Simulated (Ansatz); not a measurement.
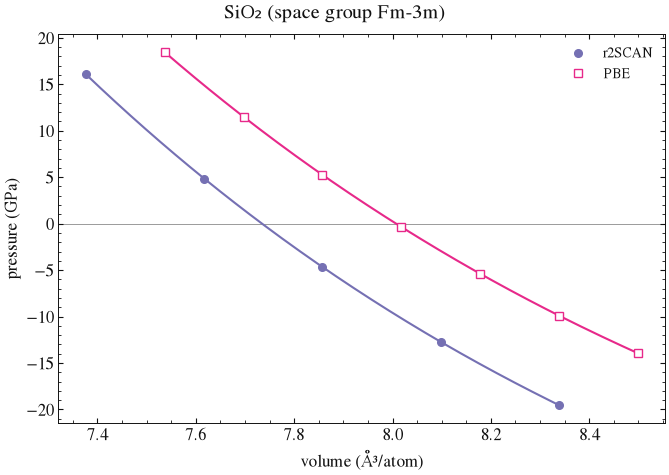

Plotted: pressure against volume, with one curve for each functional, for SiO₂ (space group Fm-3m).

Method: equation of state of a cubic crystal from periodic Kohn-Sham density functional theory without spin, third-order Birch-Murnaghan fit to the free energies; pressure corrected for the finite basis (Ansatz 0.2.0 development build).

```json
{"setting": "structure type", "value": "fluorite"}
{"setting": "atoms in cell", "value": "3"}
{"setting": "space group number", "value": "225"}
{"setting": "lattice centring", "value": "face-centred primitive"}
{"setting": "occupation method", "value": "Fermi–Dirac"}
{"setting": "datasets", "value": "soft-1 PAW"}
{"setting": "density tolerance", "value": "1e-07 eV"}
{"setting": "bands", "value": "12"}
{"setting": "density cutoff ratio", "value": "4"}
{"setting": "search for lower states", "value": "default"}
```

Settings that differ: r2SCAN: wave cutoff 500 eV, k mesh 13×13×13, occupation width 0.1 eV; PBE: wave cutoff 420 eV, k mesh 21×21×21, occupation width 0.0612 eV.

Question: Order the curves by fitted equilibrium volume, smallest first.

Answer: r2SCAN 7.735, PBE 8.007 Å³/atom.

Question: Order the curves by fitted bulk modulus, smallest first.

Answer: PBE 267, r2SCAN 306 GPa.

Question: For r2SCAN: how does the pressure vary with volume?

Answer: It falls from 16.1 GPa at volume 7.3764 Å³/atom to −19.5 GPa at 8.3385 Å³/atom, and changes sign near 7.74 Å³/atom.

Question: For PBE: how does the pressure vary with volume?

Answer: It falls from 18.5 GPa at volume 7.5367 Å³/atom to −13.9 GPa at 8.4989 Å³/atom, and changes sign near 8.01 Å³/atom.

Limits of the calculation: cubic model structure, not the ambient form.
